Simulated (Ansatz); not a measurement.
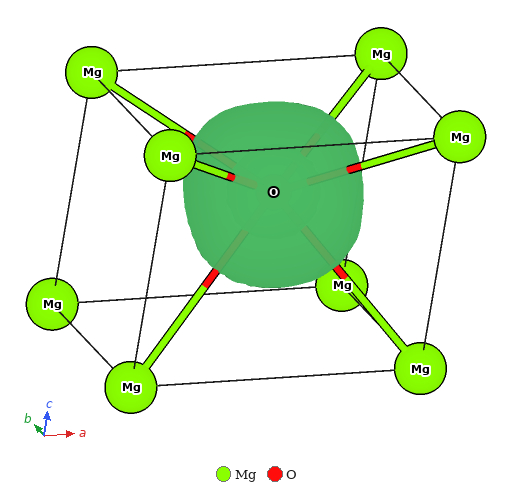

Figure. MgO. Isosurface of the electron localisation function at 0.75 (green), seen slightly off an axis. Only the valence region is drawn (cores and ρ < 0.01 e/Å³ removed). Sticks mark near contacts.

Space group P1; a structure from a database of computed crystals, not necessarily the ambient phase; changed on purpose from its base cell (one atom moved).

These are results of Ansatz, DFT PBE, scalar-relativistic, plane waves, PAW, not measurements.

Core electrons are frozen (PAW), and the valence fields are smoothed inside the atomic spheres.

```cif
data_structure
_symmetry_space_group_name_H-M 'P 1'
_symmetry_Int_Tables_number 1
_cell_length_a 2.6797
_cell_length_b 2.9380
_cell_length_c 2.9380
_cell_angle_alpha 120.000
_cell_angle_beta 90.000
_cell_angle_gamma 90.000
_cell_volume 20.03
loop_
_atom_site_label
_atom_site_type_symbol
_atom_site_fract_x
_atom_site_fract_y
_atom_site_fract_z
_atom_site_occupancy
Mg1 Mg 0.00000 0.00000 0.00000 1
O1 O 0.49222 0.33636 0.68150 1
```

What do the ELF domains correspond to?

Answer. The surface consists of one region wrapped around O (its valence shell), counted in one cell of 2 atoms. Any copies at cell faces, edges or corners count once.

Values along the shortest contacts:
Mg–O (2.13 Å): the ELF peaks at about 0.85 in the valence shell of O, 0.6 Å from its nucleus, and is about 0.35 at the midpoint; an ionic contact with no shared pair. Mg–O (2.17 Å): the ELF peaks at about 0.85 in the valence shell of O, 0.6 Å from its nucleus, and is about 0.35 at the midpoint; a largely ionic contact.
